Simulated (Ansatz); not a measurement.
# LiH (Fm-3m): converging the G0W0 gap, part 2 of 2

Aim: see how the G0W0 gap of LiH (Fm-3m) on PBE moves with empty bands and screening cutoff, and what each rung costs.

Ansatz 0.2.0; G0W0 on PBE, plane waves, PAW. Known limits of the many-body steps: not at the basis limit; coarse k mesh.

So far. Step 4 (108 empty bands, screening to 200 eV): Against the run with 6×6×6 mesh, 50 empty bands, screening to 120 eV, the gap moves by +0.08 eV. Step 5 (Changing the k mesh: 4×4×4 mesh, 50 empty bands …): Against the run with 6×6×6 mesh, 50 empty bands, screening to 120 eV, the gap moves by −0.16 eV.

The database entry behind the starting cell differs from later determinations by our own check (the deuteride, about 0.2 % short), so it need not match the best structure at ambient conditions.

### Step 6. Changing the frequency model: 6×6×6 mesh, 50 empty bands, screening to 120 eV, plasmon pole

A plasmon pole stands in for the full frequency dependence of the screening; this run shows what that costs in accuracy.

File input.yaml:

```yaml
crystal:
  lattice:
    - [0.0, 2.03675, 2.03675]
    - [2.03675, 0.0, 2.03675]
    - [2.03675, 2.03675, 0.0]
  atoms:
    - { symbol: Li, position: [0.0, 0.0, 0.0] }
    - { symbol: H, position: [0.5, 0.5, 0.5] }
kpoints:
  mp_grid: { grid: [6, 6, 6] }
hamiltonian:
  xc: pbe
scf:
  occupations: { method: fixed }
gw:
  n_empty_bands: 50
  ecut_chi: 120
  qp_bands: [v2, c2]
  qp_kpoints: band_edges
  screening: { model: godby_needs }
```

The run is started by

```sh
$ ansatz run input.yaml --threads 3 --pin off --max-ram 92160MiB --backend cuda --events-out ev --progress --plain --runs-dir out --devices 1 --max-vram 13GiB  # rebuilt from the run's record
```

Numbers of over 12 decimals in the logs are rounded to 6 here.

The log of the run:

```text
GPUs: using 1 of 1 available (devices: 1).
[...]
GPU FFT provider: cuFFT
GPU libraries: cuBLAS 13.8.2, cuFFT 12.4.0, cuSOLVER 12.3.4
Crystal: 2 atoms, lattice volume = 16.898 Å³
Basis set: ecut = 420 eV, 331 PW (Γ)
Bands: 6, of which v1, the nominal top of the filled ones, is band 2 counted from 1 (1 counted from 0)
Symmetry: 48 space group operations
[...]
k-points: 16 of 216
[...]
12     3      3.5049    -3.6287    -3.4651    -7.6097  0.8091     4.0231     4.0208  root
    12     4     11.0677    -2.6164    -4.7594    -8.1689  0.7838    11.8876    11.8609  root
    15     1    -43.7842   -44.6683     8.8546   -28.9395  0.7447   -51.5417   -50.6584  root ?
    15     2      0.3317   -14.5565     2.0942   -11.1757  0.7696    -0.9725    -0.9549  root
    15     3      4.4917    -3.3645    -3.7015    -7.6245  0.8063     5.0533     5.0503  root
    15     4      7.4119    -2.7986    -4.2642    -7.6980  0.7936     8.0520     8.0470  root
[key lines of the parts left out:]
SCF converged after 6 iterations
Free energy (F): -221.386559 eV
Fermi energy:    0.486615 eV
```

Wall time 7 s (1 × NVIDIA H100 80GB HBM3 (shared by 6 runs) with 3 threads of AMD EPYC 7R13 (Zen 3), shared host); peak memory 0.95 GiB; 9.2 s of CPU time.

This step gave:

| Item | Value |
| --- | --- |
| bands summed | 52 |
| plasmon-pole fit frequency | 18.07 eV |
| RPA ε∞ on this mesh (eigenvalues) | 4.186, 4.186, 4.186 |
| plane waves in the screening matrix | 59 |
| G0W0 gap on the mesh | 4.820 eV |
| k of the valence top | 0, -0.5, -0.5 |
| k of the conduction bottom | 0, -0.5, -0.5 |
| starting gap on the mesh | 3.018 eV |
| least direct G0W0 gap on the computed points | 4.820 eV |

Against the run with 6×6×6 mesh, 50 empty bands, screening to 120 eV, the gap moves by +0.019 eV.

### Step 7. Changing the files: 6×6×6 mesh, 50 empty bands, screening to 120 eV, hard PAW files

Other atomic data (hard PAW) test the pseudisation: the cutoff goes from 420 to 800 eV, with the same valence electrons.

input.yaml: that of step 6 with these lines changed.

```diff
@@ -12,2 +12,3 @@
   xc: pbe
+  pseudopotentials: { kind: paw, source: ansatz }
 scf:
@@ -19,2 +20,2 @@
   qp_kpoints: band_edges
-  screening: { model: godby_needs }
+  screening: { model: contour_deformation }
```

The log of the run:

```text
GPUs: using 1 of 1 available (devices: 1).
[...]
GPU FFT provider: cuFFT
GPU libraries: cuBLAS 13.8.2, cuFFT 12.4.0, cuSOLVER 12.3.4
Crystal: 2 atoms, lattice volume = 16.898 Å³
Basis set: ecut = 800 eV, 893 PW (Γ)
Bands: 6, of which v1, the nominal top of the filled ones, is band 2 counted from 1 (1 counted from 0)
Symmetry: 48 space group operations
[...]
k-points: 16 of 216
[...]
12     3      3.3795    -3.6282    -3.4928    -7.6115  0.7986     3.8735     3.8700  root
    12     4     10.9430    -2.6135    -4.8674    -8.1678  0.7492    11.6369    11.6299  root
    15     1    -43.9021   -44.6712     8.9512   -28.9411  0.7444   -51.6937   -50.6810  root ?
    15     2      0.2077   -14.5564     2.0925   -11.1766  0.7562    -1.1124    -1.0797  root
    15     3      4.3661    -3.3636    -3.7318    -7.6259  0.7946     4.9010     4.8965  root
    15     4      7.2866    -2.7971    -4.3196    -7.6985  0.7729     7.8761     7.8684  root
[key lines of the parts left out:]
SCF converged after 5 iterations
Free energy (F): -221.392870 eV
Fermi energy:    0.363003 eV
```

Wall time 10 s (1 × NVIDIA H100 80GB HBM3 (shared by 6 runs) with 3 threads); peak memory 0.99 GiB.

Numbers from this step:

```yaml
bands_summed: 52
rpa_eps_infinity_on_this_mesh_eigenvalues: 4.190, 4.190, 4.190
plane_waves_in_the_screening_matrix: 59
g0w0_gap_on_the_mesh: 4.796 eV
k_of_the_valence_top: 0, -0.5, -0.5
k_of_the_conduction_bottom: 0, -0.5, -0.5
starting_gap_on_the_mesh: 3.016 eV
least_direct_g0w0_gap_on_the_computed_points: 4.796 eV
```

Against the run with 6×6×6 mesh, 50 empty bands, screening to 120 eV, the gap moves by −0.006 eV.

### Step 8. Convergence and cost

Times are wall times on 1 × NVIDIA H100 80GB HBM3 (shared by 6 runs) with 3 threads of AMD EPYC 7R13 (Zen 3), shared host, good to a factor of about two.

| mesh | files | frequency | bands summed | cutoff (eV) | start (eV) | G0W0 (eV) | time | host memory (GiB) |
| --- | --- | --- | --- | --- | --- | --- | --- | --- |
| 6×6×6 | default PAW | contour deformation | 19 | 60 | 3.018 | 4.624 | 7.8 s | 0.98 |
| 6×6×6 | default PAW | contour deformation | 52 | 120 | 3.018 | 4.801 | 9.1 s | 0.98 |
| 6×6×6 | default PAW | contour deformation | 110 | 200 | 3.018 | 4.885 | 15 s | 1.0 |
| 4×4×4 | default PAW | contour deformation | 52 | 120 | 3.009 | 4.645 | 5.4 s | 0.95 |
| 6×6×6 | default PAW | plasmon pole | 52 | 120 | 3.018 | 4.820 | 7 s | 0.95 |
| 6×6×6 | hard PAW | contour deformation | 52 | 120 | 3.016 | 4.796 | 10 s | 0.99 |

How the two edges are built up, in eV (the quasiparticle level is the starting level plus Σx plus Σc less Vxc):

| run | edge | start | Σx | Σc | Vxc | Z | QP |
| --- | --- | --- | --- | --- | --- | --- | --- |
| 19 bands | valence top | 0.49 | -14.68 | 2.34 | -11.35 | 0.76 | -0.51 |
| 19 bands | conduction bottom | 3.50 | -3.63 | -3.38 | -7.61 | 0.80 | 4.11 |
| 52 bands | valence top | 0.49 | -14.68 | 2.05 | -11.35 | 0.76 | -0.80 |
| 52 bands | conduction bottom | 3.50 | -3.63 | -3.49 | -7.61 | 0.80 | 4.00 |
| 110 bands | valence top | 0.49 | -14.68 | 1.94 | -11.35 | 0.76 | -0.91 |
| 110 bands | conduction bottom | 3.50 | -3.63 | -3.51 | -7.61 | 0.80 | 3.98 |

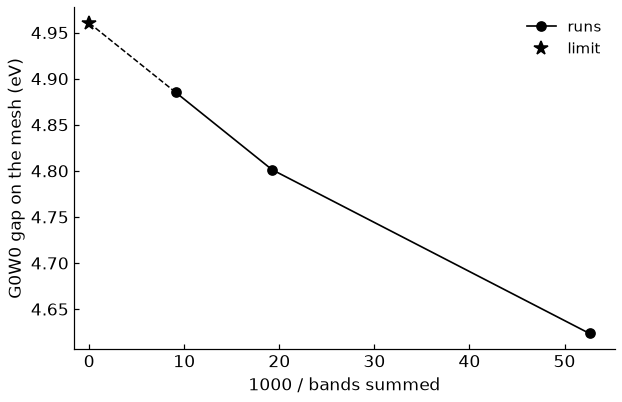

The gap against one over the number of bands; the dashed line carries the two highest rungs to the limit.

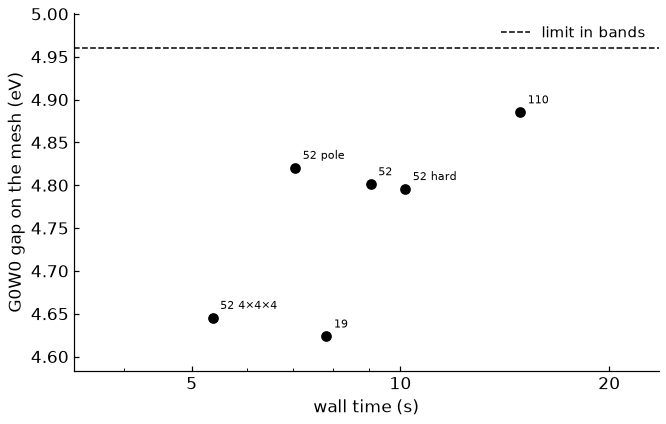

Result against wall time.

### Step 9. Summary of results

```
19 bands, 60 eV                     : 4.624 eV
52 bands, 120 eV                    : 4.801 eV
110 bands, 200 eV                   : 4.885 eV
estimated limit in bands and cutoff : 4.96 eV
mesh and start                      : 6×6×6, PBE
```

In words: A line in one over the bands through the two highest rungs gives 4.96 eV, +0.08 eV from the top rung; the pair below gives 4.90 eV, so the estimate is still climbing. The rungs stand 0.34 eV (19 bands), 0.16 eV (52 bands) and 0.08 eV (110 bands) from it. From 19 to 110 bands the gap moves by +0.26 eV. Σc changes by −0.40 eV at the valence top and −0.13 eV at the conduction bottom, so the valence edge carries most of the change. On the 4×4×4 mesh in place of 6×6×6 the gap differs by −0.16 eV, of which −0.01 eV is already in the start. The plasmon-pole model gives +0.02 eV against contour deformation, 1 % of the correction. Hard PAW files move the gap by −0.01 eV at equal bands and cutoff, −0.002 eV of it in the start. The cheapest rung within 0.1 eV of this estimate is that with 110 bands (15 s).

[Paths, hosts, dates, memory and timing lines, banners, echoed tables and standing remarks are left out of the program output.]

[Logs are printed without paths, hosts, clocks, repeated set-up lines and the standing remarks that a program may print on its own settings, such as how far it seeks lower states.]

[Runs of the session that timed out or met a known fault of the program may be left out.]

[Cells called generated may have been cut or substituted from an entry of the Crystallography Open Database or the Materials Project.]

[Hosts, paths, dates, database ids (printed as entryN), source tags and the programs' standing remarks are cut or masked in the printed files.]
